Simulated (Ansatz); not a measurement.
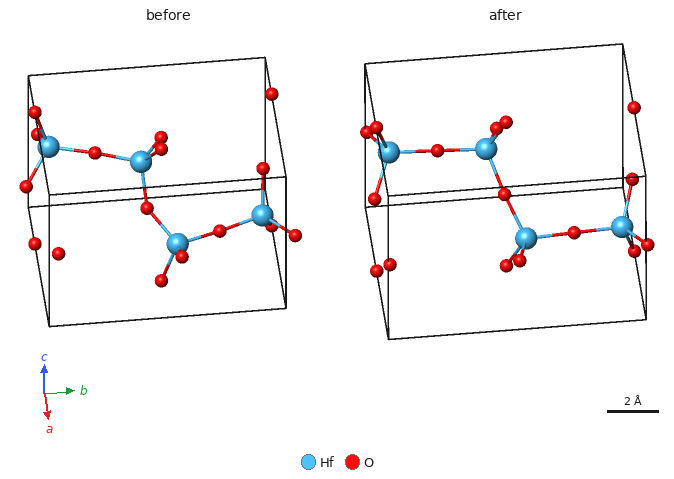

The structure of solid HfO2 (a generated structure, set up in P2_1) (coarse preliminary run) before (left) and after (right) a relaxation, at one scale.

Style: ball-and-stick. Shown: the cell of the calculation, from a free direction.

Case: Si → Hf on all its sites, cell and atoms relaxed.

Method: DFT r2SCAN, scalar-relativistic, plane waves, PAW in Ansatz.

Input file:
```yaml
crystal:
  lattice:
    - [5.7064094405, 0.0, -0.0270017371]
    - [0.0, 9.4981887017, 0.0]
    - [-2.830367603, 0.0, 5.1185464347]
  atoms:
    - { symbol: Hf, position: [0.5722533521, 0.9384030845, 0.3273611574] }
    - { symbol: Hf, position: [0.4277466479, 0.4384030845, 0.6726388426] }
    - { symbol: Hf, position: [0.2445994337, 0.0641009308, 0.6720738717] }
    - { symbol: Hf, position: [0.7554005663, 0.5641009308, 0.3279261283] }
    - { symbol: O, position: [0.8778611721, 0.0502558981, 0.4356877802] }
    - { symbol: O, position: [0.1221388279, 0.5502558981, 0.5643122198] }
    - { symbol: O, position: [0.307223939, 0.0011107596, -0.0004015948] }
    - { symbol: O, position: [0.558164591, 0.4523772411, 0.4364191841] }
    - { symbol: O, position: [0.3458780971, 0.2512530858, 0.6918756706] }
    - { symbol: O, position: [0.692776061, 0.5011107596, 1.0004015948] }
    - { symbol: O, position: [0.441835409, 0.9523772411, 0.5635808159] }
    - { symbol: O, position: [0.6541219029, 0.7512530858, 0.3081243294] }
basis:
  ecutwfc: 500
kpoints:
  mp_grid: { grid: [4, 2, 4] }
hamiltonian:
  xc: r2scan
scf:
  occupations: { method: gaussian, width: 0.1 }
output:
  forces: true
  stress: true
  eigenvalues: true
relax:
  adjacent_minimum: "off"
  f_tol: 0.05
  max_steps: 60
  cell: { stress_tol: 0.5 }
```

Run as
```bash
ansatz run input.yaml --threads 2 --pin off --max-ram 5120MiB --backend cpu --events-out ev --progress --plain --runs-dir out
```

Q: What changed between the two?

A: The run was cut off at its time limit before the program reported convergence, but its last step already meets the force threshold: the largest component is 0.017 eV/Å against 0.05 eV/Å. The pressure is within 0.07 GPa of its target. Over 10 geometry steps the energy falls by 157 meV per atom. Largest force component: 1.4 eV/Å at the start, 0.017 eV/Å at the end. Pressure: 16.02 GPa at the start and −0.07 GPa at the end. The largest moves relative to the cell, 1.11 Å, are those of O7 and O10. O10 goes along −a. By element the largest moves are O 1.11 Å, Hf 0.48 Å. The volume changes by +29.8 %, with a 5.706 → 6.325 Å (+10.8 %), b 9.498 → 10.336 Å (+8.8 %), c 5.849 → 6.338 Å (+8.4 %), β 119.2° → 119.9°. Some distances before and after: Hf1–O12 1.855 → 1.941 Å, Hf1–O11 1.867 → 1.940 Å. Among the angles between lasting bonds that change: Hf2–O10–Hf4 144.0° → 179.1°, Hf1–O5–Hf3 144.5° → 174.9°, Hf1–O12–Hf4 173.8° → 180.0°. The space group stays C222_1 (No. 20).
